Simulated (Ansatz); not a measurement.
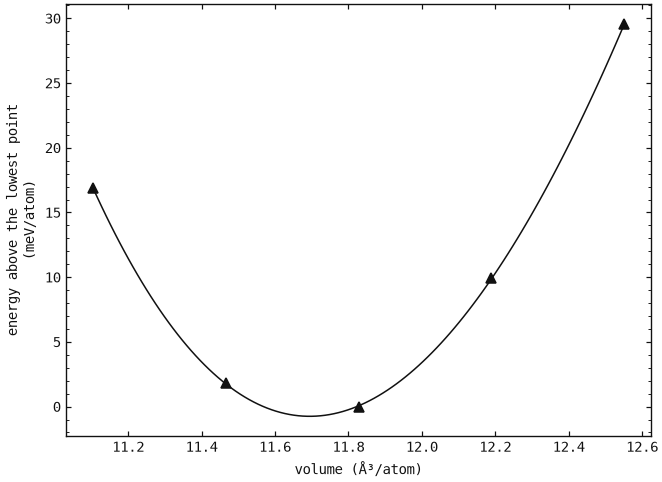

Plotted: energy above the lowest point against volume.

How it was computed, with Ansatz 0.2.0 development build: equation of state of a cubic crystal from periodic Kohn-Sham density functional theory without spin, third-order Birch-Murnaghan fit to the free energies; pressure corrected for the finite basis. Level: HSE06.

**For which of these solids was it computed?**
A. HfN, Fm-3m (No. 225)
B. AlNi, Pm-3m (No. 221)
C. LiF, Fm-3m (No. 225)

B, AlNi: energy above the lowest point from 0.0 meV/atom to 29.6 meV/atom, V0 11.69 Å³/atom, B0 174 GPa. The others give: LiF, energy above the lowest point from 0.0 meV/atom to 11.8 meV/atom, V0 8.064 Å³/atom, B0 72.3 GPa; HfN, energy above the lowest point from 0.0 meV/atom to 64.4 meV/atom, V0 11.56 Å³/atom, B0 286 GPa.

For AlNi, limits of the calculation: coarse k-mesh, values are not converged in k; run without spin, though Ni often carries a moment.

For HfN, limits of the calculation: coarse k-mesh, values are not converged in k; pseudopotentials made with PBE, not this functional.

For LiF, limits of the calculation: modest k-mesh, values are not fully converged in k.
